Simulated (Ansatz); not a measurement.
**Single-point calculation, with input and output: MgO**

The run: single-point calculation of MgO (P2/m, 4 atoms in the cell). Method and program: DFT PBE, scalar-relativistic, plane waves, PAW, no spin polarisation (Ansatz 0.2.0).

The structure was made by a generator, so it may or may not be a known phase. Figures and captions count atoms from 1; the log counts them from 0 in places.

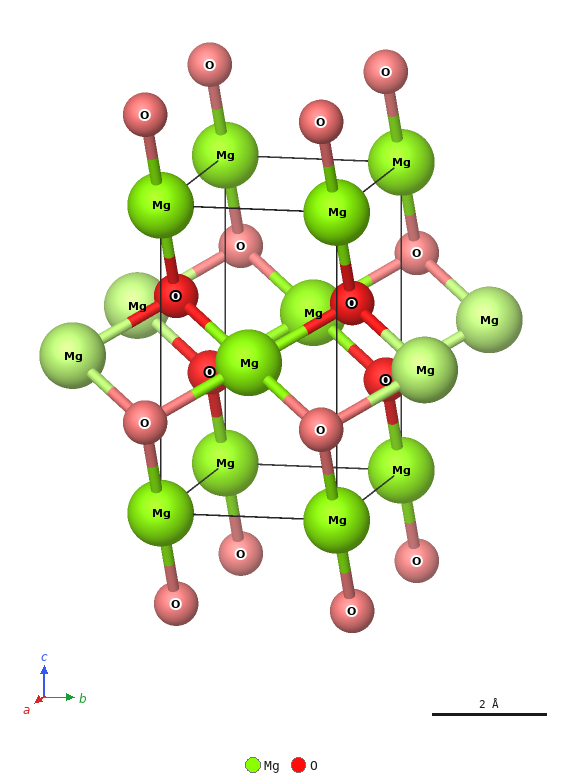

The input geometry (ball-and-stick view of the cell of the calculation, seen slightly off an axis; neighbours outside the cell are drawn fainter). An atom can appear more than once, as a periodic image. Near neighbours in the periodic cell (some may lie outside the picture): Mg has 2 O at 2.20 Å; Mg has 4 O at 2.20 Å; O has 3 Mg at 2.20 Å.

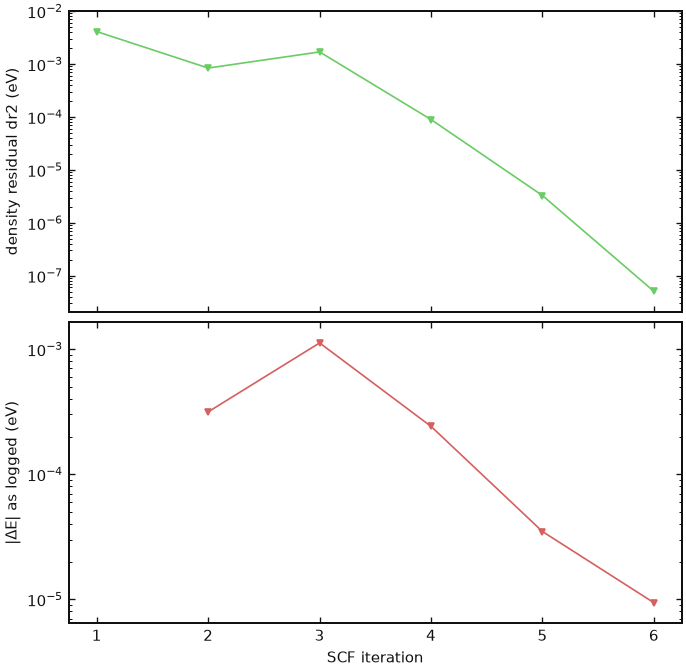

Convergence of the self-consistent field: density residual dr2 and size of the energy change against the SCF iteration. The residual comes down, with one marked jump up, by a factor of about 2, at step 3.

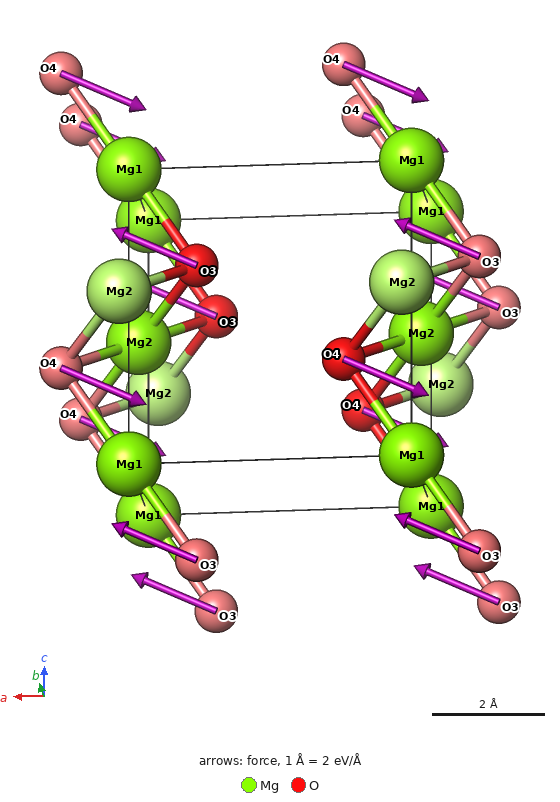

Forces on the atoms as pink arrows (ball-and-stick view of the cell of the calculation, seen at an oblique angle; neighbours outside the cell are drawn fainter; atoms are numbered from 1 in the order of the input). The largest act on O3, O4 (3.42 eV/Å). The geometry is not a stationary point of this energy.

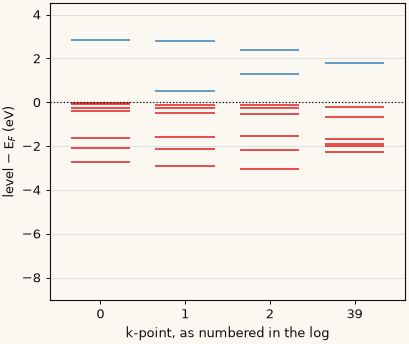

Kohn–Sham levels near the Fermi level (dotted) at the few k-points that the log prints; levels within 0.02 eV of each other stand side by side. The system is metallic on the full mesh.

These pictures come from the run below.

Input file
```yaml
crystal:
  lattice:
    - [5.08521739, 0.0, 0.0]
    - [0.0, 3.17826087, 0.0]
    - [0.0, 0.0, 5.50490931]
  atoms:
    - { symbol: Mg, position: [0.0, 0.0, 0.0] }
    - { symbol: Mg, position: [0.0, 0.5, 0.5] }
    - { symbol: O, position: [0.76, 0.0, 0.66666667] }
    - { symbol: O, position: [0.24, 0.0, 0.33333333] }
basis:
  ecutwfc: 420
kpoints:
  mp_grid: { grid: [4, 6, 4] }
hamiltonian:
  xc: pbe
scf:
  occupations: { method: gaussian, width: 0.1 }
  lower_state_search: "off"
output:
  forces: true
  stress: true
  eigenvalues: true
```

Launch command:
```bash
ansatz run input.yaml --threads 1 --pin off --max-ram 2560MiB --backend cpu --events-out ev --progress --plain --runs-dir out
```

The program's output
```
Engine: ansatz 0.2.0, x86_64-unknown-linux-gnu
Pseudopotentials: kind: paw
Pseudopotential: Mg, paw, valence charge 10, recommended cutoff 420 eV (normal), Mg.paw.azcp
Pseudopotential: O, paw, valence charge 6, recommended cutoff 420 eV (normal), O.paw.azcp
Functional definition: PBE
  parameter kappa = 0.804
  parameter beta = 0.06672455060314922
  exchange = pbe_x(kappa = kappa, mu = beta*pi^2/3)
  correlation = pbe_c(beta = beta)
Crystal: 4 atoms, lattice volume = 88.971 Å³
Basis set: ecut = 420 eV, 1733 PW (Γ), exchange–correlation on 72×48×80 points (8 copies of the dense FFT grid, shifted against one another)
Bands: 20, of which v1, the nominal top of the filled ones, is band 16 counted from 1 (15 counted from 0)
Symmetry: 4 space group operations
Space group: P2/m (ITA 10), of the structure as read, at distance tolerance 4.5e-5 Å
k-points: 40 of 96
Non-local potential: Mg, projectors of the file, l = 0: 3, l = 1: 2, l = 2: 1
Non-local potential: O, projectors of the file, l = 0: 2, l = 1: 2, l = 2: 1
PAW form: soft (Blöchl's): semilocal exchange-correlation on the pseudo side does not see the compensation charge
PAW one-centre angular grid: Mg, 110 points (default); XC on 64 Gauss nodes
PAW one-centre angular grid: O, 110 points (default); XC on 64 Gauss nodes
Initial density: superposition of atomic densities (neutral atoms: chi_scale 0, normalization atom), corrected by the library's trained network
Initial wavefunctions: pseudopotential atomic-orbital guess
Functional: x = pbe(κ = 0.804, μ = 0.2195149727645171), c = pbe(β = 0.06672455060314922)
SCF iter   1: F=—  HF=-4981.909516 eV  |F-HF|=—  |Δ(HF+E_count)|=         —  Δρ=2.39e-3  dr2=4.10e-3  ethr=1.77e-3  ⟨swp⟩=5.9  Hψ=3879  notcnv=0
preconditioner: auto → none  [insulator: Δε(μ)=0.544 eV  Ē_g=9.284 eV  σ=0.100 eV  W_gap=0.55  n_scr=16 (ndim 8)  ℏωp=15.7 eV  f_vac=0.253  D(μ)=0.48/eV (n_scr^D=0)  ε∞_Penn≈3.9]
SCF iter   2: F=—  HF=-4981.909831 eV  |F-HF|=—  |Δ(HF+E_count)|=   3.15e-4  Δρ=1.06e-3  dr2=8.38e-4  ethr=1.28e-5  ⟨swp⟩=2.0  Hψ=1532  notcnv=0
SCF iter   3: F=—  HF=-4981.910956 eV  |F-HF|=—  |Δ(HF+E_count)|=   1.12e-3  Δρ=1.24e-3  dr2=1.69e-3  ethr=2.62e-6  ⟨swp⟩=2.0  Hψ=1145  notcnv=0
SCF iter   4: F=—  HF=-4981.910715 eV  |F-HF|=—  |Δ(HF+E_count)|=   2.41e-4  Δρ=2.88e-4  dr2=8.92e-5  ethr=2.62e-6  ⟨swp⟩=2.0  Hψ=1088  notcnv=0
SCF iter   5: F=—  HF=-4981.910749 eV  |F-HF|=—  |Δ(HF+E_count)|=   3.48e-5  Δρ=6.90e-5  dr2=3.27e-6  ethr=2.79e-7  ⟨swp⟩=2.0  Hψ=1024  notcnv=0
SCF iter   6: F=-4981.910759 eV  HF=-4981.910759 eV  |F-HF|=2.56e-7  |Δ(HF+E_count)|=   9.39e-6  Δρ=7.21e-6  dr2=5.06e-8  ethr=3.13e-10  ⟨swp⟩=5.4  Hψ=4188  notcnv=0
SCF 1 converged in 6 iterations: F = -4981.910759 eV  dr2 = 5.06e-8
  greatest PAW one-centre occupation: 1.000 electrons in one spin orbital (limit 2), on the Mg atom at site 1 (counted from 0), in its partial waves of l = 0
SCF converged after 6 iterations
Free energy (F): -4981.910759 eV
Harris-Foulkes:  -4981.910759 eV  (|F-HF|=2.56e-7)
Internal energy: -4981.908198 eV  (E = F + TS)
E sigma→0 (E₀):  -4981.909478 eV
Entropy (-TS):   -0.002561 eV (-0.640 meV/atom)
Fermi energy:    1.031645 eV
--- Per-component energies (eV) ---
  E_band       = -843.781114
  E_kinetic    = 490.447420
  E_local      = -4848.327095  (includes V_loc(G=0)·N_el)
  E_nonlocal   = 286.396279
  E_hartree    = 1806.547105
  E_xc         = -202.391092
  E_vxc        = -258.642029  (∫ρ·V_xc dr)
  E_paw        = -899.585286  (= ΣΔE_a)
  E_vpaw       = -126.756797  (= ΣTr[D̂ρ^β])
  E_aug_tail   = 0.004621  (compensation charges beyond the density's cutoff)
  E_ewald      = -1615.000151
  E_smearing   = -0.002561  (= −TS)
  E_closure    = 0.000000  (closes the sum)
  Σ components = -4981.910759   (vs F -4981.910759, Δ=0.00e0)
--- Forces (eV/Å), atoms counted from 1 ---
  atom   1  Mg     0.00000000     0.00000000     0.00000000
  atom   2  Mg     0.00000000     0.00000000     0.00000000
  atom   3  O      3.08743019     0.00000000     1.47464581
  atom   4  O     -3.08743019    -0.00000000    -1.47464581
  max |Σ_I F_I| component: 4.44e-16 eV/Å
--- Stress (GPa, compression-positive) ---
      -15.918662       0.000000      -4.552300
        0.000000      -3.295281      -0.000000
       -4.552295      -0.000000     -11.065126
  P = ⅓ Tr σ = -10.0930 GPa (-100.930 kbar)
--- Band table (eV; the first three rows and the last of 40) ---
  k-point 0: bands = ["-74.7174", "-72.8832", "-41.5588", "-41.5540", "-41.2988", "-39.7945", "-39.5574", "-39.5568", "-14.6928", "-14.3257", "-1.6849", "-1.0444", "-0.5816", "0.6122", "0.7655", "0.9292", "1.0081", "3.8681", "7.1482", "8.4641"]
  k-point 1: bands = ["-74.7174", "-72.8832", "-41.5588", "-41.5540", "-41.2987", "-39.7945", "-39.5574", "-39.5568", "-14.6735", "-14.3440", "-1.8711", "-1.1059", "-0.5363", "0.5514", "0.7724", "0.9242", "1.5559", "3.8455", "6.7201", "8.4252"]
  k-point 2: bands = ["-74.7174", "-72.8832", "-41.5588", "-41.5539", "-41.2987", "-39.7946", "-39.5574", "-39.5568", "-14.6517", "-14.3648", "-2.0291", "-1.1340", "-0.5308", "0.5132", "0.7792", "0.9188", "2.3178", "3.4216", "7.2979", "7.5327"]
  k-point 39: bands = ["-74.7164", "-72.8821", "-41.5758", "-41.5525", "-41.2973", "-39.7930", "-39.5765", "-39.5544", "-14.3141", "-14.2313", "-1.2492", "-0.9834", "-0.8646", "-0.6312", "0.3549", "0.8212", "2.8216", "5.5917", "6.0833", "7.3998"]
```

Key numbers

```csv
quantity,value
outcome,converged
space group (tolerance 0.01 Å),P2/m (10)
electrons treated,32
free energy,−4981.9108 eV
Fermi energy,1.032 eV
gap on the k-point mesh,"0.08 eV by band count, under the smearing"
pressure,−10.09 GPa
largest force (length of the vector),3.422 eV/Å
hardware,"1 thread of Intel Xeon @ 2.70GHz, 189 GiB of memory available, shared host"
wall time,2.4 s
peak memory,0.37 GiB
```
